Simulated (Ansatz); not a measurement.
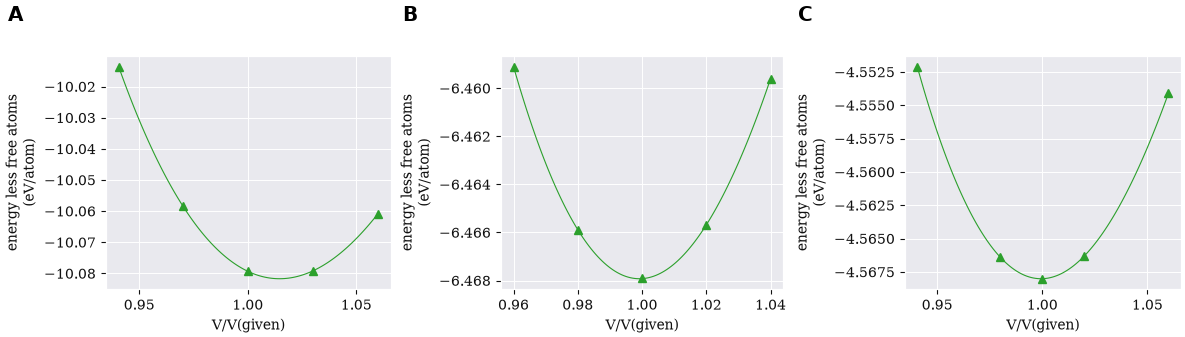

Each panel shows the energy less free atoms against V/V(given) for one of these solids: C, Pm-3m (No. 221), 5.6 Å³/atom; Sc, P6_3/mmc (No. 194), 24.7 Å³/atom; TaC, Fm-3m (No. 225), 11.0 Å³/atom.

Method: periodic Kohn-Sham DFT of a crystal at fixed atoms, scaled to the stated factor times the given cell; pressure positive in compression, energy less spherical unpolarised free atoms (Ansatz 0.2.0). Level: PBE.

Match the panels to the solids.

A is TaC (energy less free atoms from −10.0793 eV/atom to −10.0136 eV/atom, V0 11.21 Å³/atom, B0 321 GPa); B is C (energy less free atoms from −6.4679 eV/atom to −6.4591 eV/atom, V0 5.593 Å³/atom, B0 306 GPa); C is Sc (energy less free atoms from −4.5680 eV/atom to −4.5521 eV/atom, V0 24.64 Å³/atom, B0 54.1 GPa).

For Sc, limits of the calculation: shape and atomic fractions are frozen while scaling, which makes layered, chain and framework solids too stiff.

For TaC, limits of the calculation: no spin-orbit coupling on heavy atoms.
